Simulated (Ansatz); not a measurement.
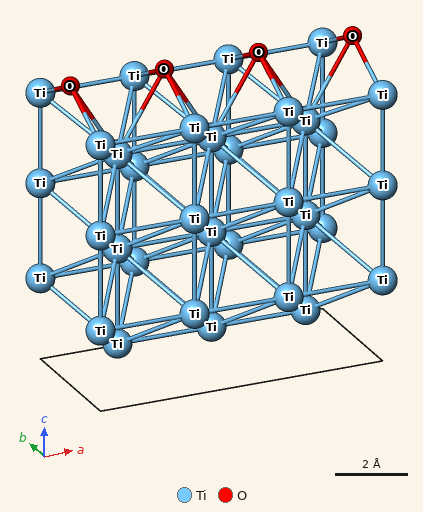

A slab of composition Ti$_{6}$O (cut from the Fm-3m phase), before the constrained relaxation. A ball-and-stick model of the 3 × 1 repeat of the cell, outlined in the plane, without the vacuum, seen from a free direction.

Case: O put at a bridge Ti-Ti site. The slab is the (1 1 0) face of Ti with O on it. 3 atoms are held fixed.

Theory: Ansatz, DFT PBEsol, scalar-relativistic, plane waves, PAW.

The input:
```yaml
crystal:
  lattice:
    - [2.8679135959, 0.0, 0.0]
    - [0.0, 4.0558423031, 0.0]
    - [0.0, 0.0, 26.1697839898]
  atoms:
    - { symbol: Ti, position: [0.5, 0.5, 0.3248020695] }
    - { symbol: Ti, position: [0.0, 0.0, 0.3795964385] }
    - { symbol: Ti, position: [0.5, 0.5, 0.4343908074] }
    - { symbol: Ti, position: [0.0, 0.0, 0.4894145414] }
    - { symbol: Ti, position: [0.5, 0.5, 0.5435313401] }
    - { symbol: Ti, position: [0.0, 0.0, 0.5938857323] }
    - { symbol: O, position: [0.0, 0.5, 0.6320977405] }
basis:
  ecutwfc: 420
kpoints:
  mp_grid: { grid: [10, 7, 1] }
hamiltonian:
  xc: pbesol
scf:
  occupations: { method: gaussian, width: 0.1 }
output:
  forces: true
  eigenvalues: true
  write_density: true
  write_potential: true
  elf: true
  volumetric_format: npy
relax:
  adjacent_minimum: "off"
  f_tol: 0.03
  max_steps: 70
  constraints: [{ sites: [0, 1, 2] }]
efield:
  axis: 3
  dipole_correction: true
  ramp_width: 0.04
```

Run as
```bash
ansatz run input.yaml --threads 2 --pin off --max-ram 5120MiB --backend cpu --events-out ev --progress --plain --runs-dir out
```

What does the optimiser find from here?

The atom that moves furthest is O7 (0.78 Å along the normal (−c)). Largest moves by element: O 0.78 Å, Ti 0.06 Å. The cell stays as it was. Among the contacts that change: Ti5–O7 2.725 → 2.057 Å, Ti6–O7 2.261 → 2.035 Å, Ti4–Ti6 2.734 → 2.812 Å, Ti3–Ti5 2.856 → 2.915 Å. Bond angles that change, for instance: Ti6–O7–Ti6 127.5° → 170.6°, Ti5–O7–Ti5 63.5° → 88.4°, Ti5–O7–Ti6 67.9° → 86.6°. After 7 geometry steps the energy has fallen by 2.358 eV per cell of the calculation. Largest force component: 4.7 eV/Å at the start, 0.0048 eV/Å at the end.

The end point in the same view:

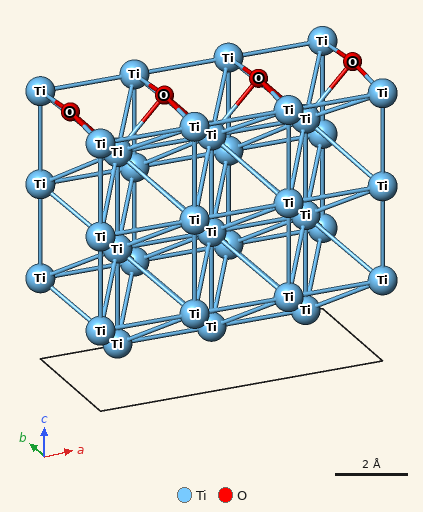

Limits of the set-up: the periodic images lie only 2.9 Å apart, so the values are limited by the cell's size.
